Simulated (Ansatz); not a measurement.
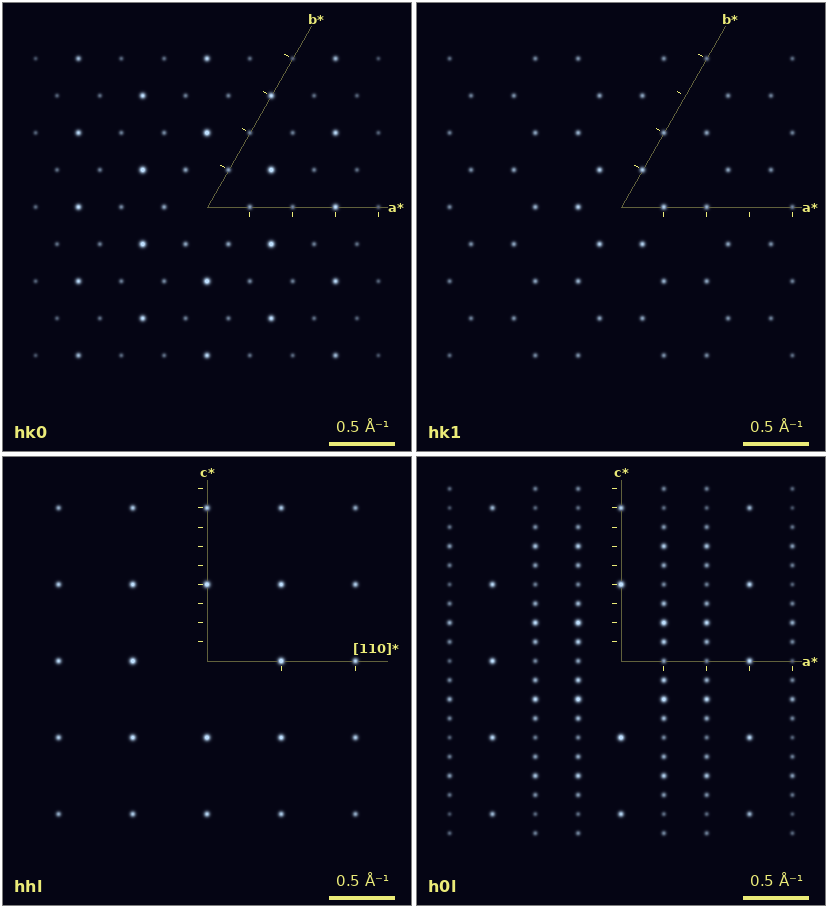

Four undistorted layers of reciprocal space, calculated for a single crystal (X-rays, kinematic |F|², B = 0.5 Å²). Tick marks count the reciprocal lattice steps of the conventional cell along each axis.

> What cell do the layers give?

a* = 0.334, b* = 0.334, c* = 0.149 Å⁻¹, γ* = 60°; the cell is hexagonal with a = 3.45 Å, c = 6.70 Å (hexagonal axes).

> Which reflection conditions do the layers show?

Reflections are present only under these conditions. hkl: no condition; hk0: no condition; h0l: no condition; hhl: l = 2n; 00l: l = 2n. The lattice is primitive (P). Further gaps, such as 3 0 1, 0 3 1, 3 0 3, come from atoms on special positions, not from the group's general conditions. A few very weak reflections are below the display threshold.

> Which space groups fit?

The intensities have Laue symmetry 6/mmm (the hk0 layer shows 6mm, hk1 shows 6mm). With these conditions the candidates are P6_3mc (No. 186), P-62c (No. 190), P6_3/mmc (No. 194). Diffraction geometry alone does not choose among them; the structure has P6_3/mmc. The compound is S. Structure: the geometry relaxed with Ansatz 0.2.0, DFT PBE, scalar-relativistic, plane waves, PAW; the starting structure was generated, so it need not be a known form of this composition.
